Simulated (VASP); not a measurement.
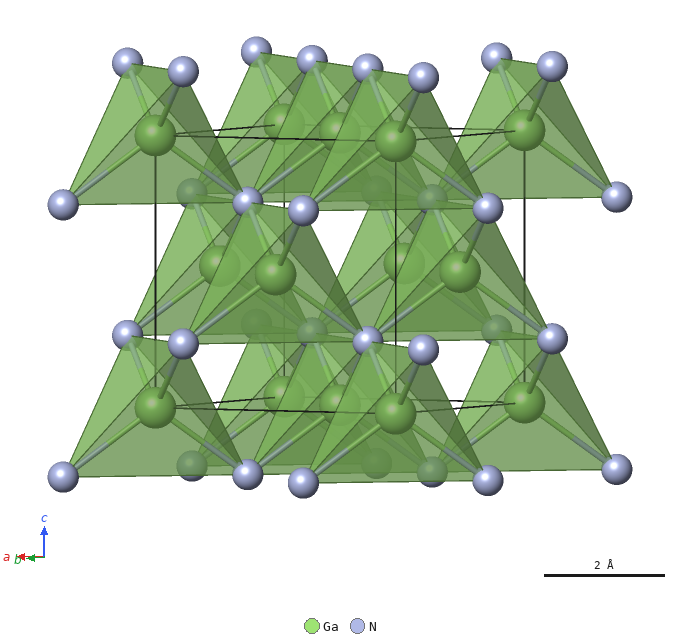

**Figure 1.** The structure as given in the input (polyhedral view of the cell 4 times as large as that of the calculation, set on its symmetry axes, seen at an oblique angle; polyhedra are completed across the faces of the cell).

Geometry relaxation of GaN

System: GaN (2 atoms in the cell).
Method: DFT, plane waves, PAW, settings varied from a PBEsol run (VASP 6.6.1).

The structure was built on a prototype by a generator. The geometry comes from this level: PBE.

INCAR:
```
ENCUT = 600.000000
SIGMA = 0.020000
EDIFF = 1.00e-07
EDIFFG = -5.00e-03
PREC = Accurate
IBRION = 2
ISMEAR = -1
NBANDS = 16
NELM = 120
NSW = 40
LASPH = .TRUE.
LCHARG = .FALSE.
LWAVE = .FALSE.
LREAL = .FALSE.
ISIF = 4
GGA = 91
```

KPOINTS:
```
KPOINTS created by Atomic Simulation Environment
0
Monkhorst-Pack
8 8 8
0 0 0
```

POSCAR:
```
Ga N
 1.0000000000000000
     0.0000000000000000    2.2741788659219644    2.2741788659219644
     2.2741788659219644    0.0000000000000000    2.2741788659219644
     2.2741788659219644    2.2741788659219644    0.0000000000000000
 Ga  N
   1   1
Cartesian
  0.0000000000000000  0.0000000000000000  0.0000000000000000
  1.1370894329609822  1.1370894329609822  1.1370894329609822
```

Hardware: 1 CPU thread, shared host.

Run as:
```bash
mpirun -np 1 vasp_std
```

OSZICAR:
```
N       E                     dE             d eps       ncg     rms          rms(c)
DAV:   1     0.889861532586E+02    0.88986E+02   -0.10139E+04  2104   0.221E+03
DAV:   2    -0.738409877001E+01   -0.96370E+02   -0.89980E+02  2144   0.354E+02
DAV:   3    -0.141921063785E+02   -0.68080E+01   -0.67743E+01  2256   0.784E+01
DAV:   4    -0.142753452227E+02   -0.83239E-01   -0.83223E-01  2384   0.951E+00
DAV:   5    -0.142764658717E+02   -0.11206E-02   -0.11206E-02  2328   0.100E+00    0.773E+00
DAV:   6    -0.122562915893E+02    0.20202E+01   -0.51032E+00  2904   0.403E+01    0.266E+00
DAV:   7    -0.122571750659E+02   -0.88348E-03   -0.32400E-01  2064   0.683E+00    0.172E+00
DAV:   8    -0.122496913779E+02    0.74837E-02   -0.65251E-02  2288   0.327E+00    0.821E-01
DAV:   9    -0.122451204124E+02    0.45710E-02   -0.14463E-02  2968   0.264E+00    0.221E-01
DAV:  10    -0.122454543198E+02   -0.33391E-03   -0.13253E-03  2088   0.508E-01    0.101E-01
DAV:  11    -0.122453663452E+02    0.87975E-04   -0.26250E-04  3072   0.290E-01    0.544E-03
DAV:  12    -0.122453705347E+02   -0.41895E-05   -0.27503E-05  2096   0.556E-02    0.529E-03
DAV:  13    -0.122453704785E+02    0.56190E-07   -0.82481E-07  2440   0.133E-02
   1 F= -.12245370E+02 E0= -.12245370E+02  d E =-.122454E+02
```

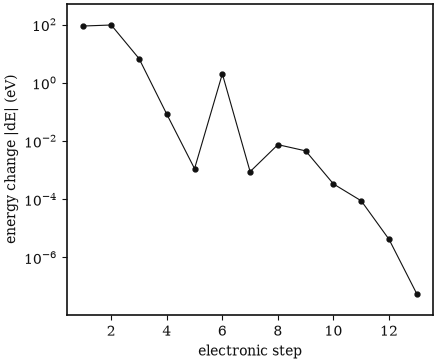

**Figure 2.** Convergence of the self-consistent field: energy change |dE| against the electronic step. It takes 13 electronic steps. The density is held fixed in the first few steps, and dE rises again when its update begins.

Parts of OUTCAR:
```
k-points           NKPTS =     60   k-points in BZ     NKDIM =     60   number of bands    NBANDS=     16

   NELECT =      18.0000    total number of electrons

   dimension x,y,z NGX =    28 NGY =   28 NGZ =   28
   dimension x,y,z NGXF=    56 NGYF=   56 NGZF=   56

  energy-cutoff  :      600.00
  volume of cell :       23.52
      direct lattice vectors                 reciprocal lattice vectors
     0.000000000  2.274178866  2.274178866    -0.219859575  0.219859575  0.219859575
     2.274178866  0.000000000  2.274178866     0.219859575 -0.219859575  0.219859575
     2.274178866  2.274178866  0.000000000     0.219859575  0.219859575 -0.219859575

 k-points in reciprocal lattice and weights: KPOINTS created by Atomic Simulation Env
   0.06250000  0.06250000  0.06250000       0.004
   0.18750000  0.06250000  0.06250000       0.012
   0.31250000  0.06250000  0.06250000       0.012
   0.43750000  0.06250000  0.06250000       0.012
  -0.43750000  0.06250000  0.06250000       0.012
  -0.31250000  0.06250000  0.06250000       0.012
  -0.18750000  0.06250000  0.06250000       0.012
  -0.06250000  0.06250000  0.06250000       0.012
   0.18750000  0.18750000  0.06250000       0.012
   0.31250000  0.18750000  0.06250000       0.023
   0.43750000  0.18750000  0.06250000       0.023
  -0.43750000  0.18750000  0.06250000       0.023
  -0.31250000  0.18750000  0.06250000       0.023
  -0.18750000  0.18750000  0.06250000       0.023
  -0.06250000  0.18750000  0.06250000       0.023
   0.31250000  0.31250000  0.06250000       0.012
   0.43750000  0.31250000  0.06250000       0.023
  -0.43750000  0.31250000  0.06250000       0.023
  -0.31250000  0.31250000  0.06250000       0.023
  -0.18750000  0.31250000  0.06250000       0.023
  -0.06250000  0.31250000  0.06250000       0.023
   0.43750000  0.43750000  0.06250000       0.012
  -0.43750000  0.43750000  0.06250000       0.023
  -0.31250000  0.43750000  0.06250000       0.023
  -0.18750000  0.43750000  0.06250000       0.023
  -0.06250000  0.43750000  0.06250000       0.023
  -0.43750000 -0.43750000  0.06250000       0.012
  -0.31250000 -0.43750000  0.06250000       0.023
  -0.18750000 -0.43750000  0.06250000       0.023
  -0.31250000 -0.31250000  0.06250000       0.012
  -0.18750000 -0.31250000  0.06250000       0.023
  -0.18750000 -0.18750000  0.06250000       0.012
   0.18750000  0.18750000  0.18750000       0.004
   0.31250000  0.18750000  0.18750000       0.012
   0.43750000  0.18750000  0.18750000       0.012
  -0.43750000  0.18750000  0.18750000       0.012
  -0.31250000  0.18750000  0.18750000       0.012
  -0.18750000  0.18750000  0.18750000       0.012
   0.31250000  0.31250000  0.18750000       0.012
   0.43750000  0.31250000  0.18750000       0.023
  -0.43750000  0.31250000  0.18750000       0.023
  -0.31250000  0.31250000  0.18750000       0.023
  -0.18750000  0.31250000  0.18750000       0.023
   0.43750000  0.43750000  0.18750000       0.012
  -0.43750000  0.43750000  0.18750000       0.023
  -0.31250000  0.43750000  0.18750000       0.023
  -0.18750000  0.43750000  0.18750000       0.023
  -0.43750000 -0.43750000  0.18750000       0.012
  -0.31250000 -0.43750000  0.18750000       0.023
  -0.31250000 -0.31250000  0.18750000       0.012
   0.31250000  0.31250000  0.31250000       0.004
   0.43750000  0.31250000  0.31250000       0.012
  -0.43750000  0.31250000  0.31250000       0.012
  -0.31250000  0.31250000  0.31250000       0.012
   0.43750000  0.43750000  0.31250000       0.012
  -0.43750000  0.43750000  0.31250000       0.023
  -0.31250000  0.43750000  0.31250000       0.023
  -0.43750000 -0.43750000  0.31250000       0.012
   0.43750000  0.43750000  0.43750000       0.004
  -0.43750000  0.43750000  0.43750000       0.012

 E-fermi :   5.3480

 k-point     1 :       0.0625    0.0625    0.0625
  band No.  band energies     occupation
      1     -10.7108      2.00000
      2      -8.5320      2.00000
      3      -8.5320      2.00000
      4      -8.5215      2.00000
      5      -8.2458      2.00000
      6      -8.2458      2.00000
      7       4.3945      2.00000
      8       4.8844      2.00000
      9       4.8844      2.00000
     10       6.9251      0.00000
     11      14.8322      0.00000
     12      15.1155      0.00000
     13      15.1155      0.00000
     14      22.3938      0.00000
     15      22.8273      0.00000
     16      22.8273      0.00000

 k-point     2 :       0.1875    0.0625    0.0625
  band No.  band energies     occupation
      1     -10.5137      2.00000
      2      -8.5114      2.00000
      3      -8.5031      2.00000
      4      -8.4232      2.00000
      5      -8.2539      2.00000
      6      -8.2382      2.00000
      7       2.9315      2.00000
      8       4.4249      2.00000
      9       4.7953      2.00000
     10       8.0713      0.00000
     11      14.0675      0.00000
     12      15.3542      0.00000
     13      15.3573      0.00000
     14      21.0157      0.00000
     15      21.3516      0.00000
     16      23.2057      0.00000

 k-point     3 :       0.3125    0.0625    0.0625
  band No.  band energies     occupation
      1     -10.1877      2.00000
      2      -8.4736      2.00000
      3      -8.4697      2.00000
      4      -8.2496      2.00000
      5      -8.2381      2.00000
      6      -8.0224      2.00000
      7       0.7549      2.00000
      8       3.9842      2.00000
      9       4.4627      2.00000
     10       9.1536      0.00000
     11      13.4245      0.00000
     12      15.2895      0.00000
     13      15.5357      0.00000
     14      20.8578      0.00000
     15      20.9205      0.00000
     16      22.8453      0.00000

 k-point     4 :       0.4375    0.0625    0.0625
  band No.  band energies     occupation
      1      -9.9918      2.00000
      2      -8.4565      2.00000
      3      -8.4533      2.00000
      4      -8.2220      2.00000
      5      -8.2125      2.00000
      6      -7.3021      2.00000
      7      -1.1815      2.00000
      8       3.7334      2.00000
      9       4.1085      2.00000
     10       9.5788      0.00000
     11      13.2876      0.00000
     12      15.1372      0.00000
     13      15.3359      0.00000
     14      20.6868      0.00000
     15      22.6005      0.00000
     16      23.8115      0.00000

 k-point     5 :      -0.4375    0.0625    0.0625
  band No.  band energies     occupation
      1      -9.9520      2.00000
      2      -8.4563      2.00000
      3      -8.4490      2.00000
      4      -8.2119      2.00000
      5      -8.2013      2.00000
      6      -6.9570      2.00000
      7      -1.8416      2.00000
      8       3.7552      2.00000
      9       3.9173      2.00000
     10       9.6281      0.00000
     11      13.2601      0.00000
     12      15.1135      0.00000
     13      15.2833      0.00000
     14      20.6622      0.00000
     15      23.7099      0.00000
     16      24.3458      0.00000

 [... the levels of 54 k-points are left out ...]

 k-point    60 :      -0.4375    0.4375    0.4375
  band No.  band energies     occupation
      1      -9.9268      2.00000
      2      -8.4528      2.00000
      3      -8.4286      2.00000
      4      -8.2270      2.00000
      5      -8.2097      2.00000
      6      -6.8730      2.00000
      7      -1.6846      2.00000
      8       3.0504      2.00000
      9       3.8063      2.00000
     10      10.2383      0.00000
     11      12.7213      0.00000
     12      15.0434      0.00000
     13      15.5983      0.00000
     14      21.2419      0.00000
     15      23.7162      0.00000
     16      23.7234      0.00000

  Total       -0.0244404     -0.0244404     -0.0244404      0.0000000      0.0000000      0.0000000
  in kB       -1.6646176     -1.6646176     -1.6646176      0.0000000      0.0000000      0.0000000
  external PRESSURE =      -1.6646176 kB  Pullay stress =       0.0000000 kB

 POSITION                                       TOTAL-FORCE (eV/Angst)
 -----------------------------------------------------------------------------------
      0.00000      0.00000      0.00000        -0.000000     -0.000000     -0.000000
      1.13709      1.13709      1.13709         0.000000      0.000000      0.000000
 -----------------------------------------------------------------------------------
    total drift:                                0.000001      0.000001      0.000001

  FREE ENERGIE OF THE ION-ELECTRON SYSTEM (eV)
  ---------------------------------------------------
  free  energy   TOTEN  =       -12.2453704785 eV

  energy  without entropy=      -12.2453704785  energy(sigma->0) =      -12.24537048
```

CONTCAR:
```
Ga N
   1.00000000000000
     0.0000000000000000    2.2741788659219644    2.2741788659219644
     2.2741788659219644    0.0000000000000000    2.2741788659219644
     2.2741788659219644    2.2741788659219644    0.0000000000000000
  Ga              N
     1     1
Direct
     0.0000000000000000    0.0000000000000000    0.0000000000000000
     0.2500000000000000    0.2500000000000000    0.2500000000000000

  0.00000000E+00  0.00000000E+00  0.00000000E+00
  0.00000000E+00  0.00000000E+00  0.00000000E+00
```

Summary:

```json
{"quantity": "outcome", "value": "converged"}
{"quantity": "space group (tolerance 0.01 Å)", "value": "F-43m (216)"}
{"quantity": "electrons treated", "value": "18"}
{"quantity": "free energy", "value": "−12.2454 eV"}
{"quantity": "Fermi energy", "value": "5.348 eV"}
{"quantity": "pressure", "value": "−0.17 GPa"}
{"quantity": "final volume", "value": "23.52 Å³"}
{"quantity": "largest force (length of the vector) at the end", "value": "under 0.001 eV/Å"}
{"quantity": "final cell", "value": "a = 3.216 Å, b = 3.216 Å, c = 3.216 Å, α = 60.00°, β = 60.00°, γ = 60.00°"}
{"quantity": "wall time", "value": "13 s"}
{"quantity": "peak memory", "value": "0.17 GiB"}
```

Notes:

Settings chosen away from the usual ones: ISIF = 4; GGA = 91; METAGGA = null.
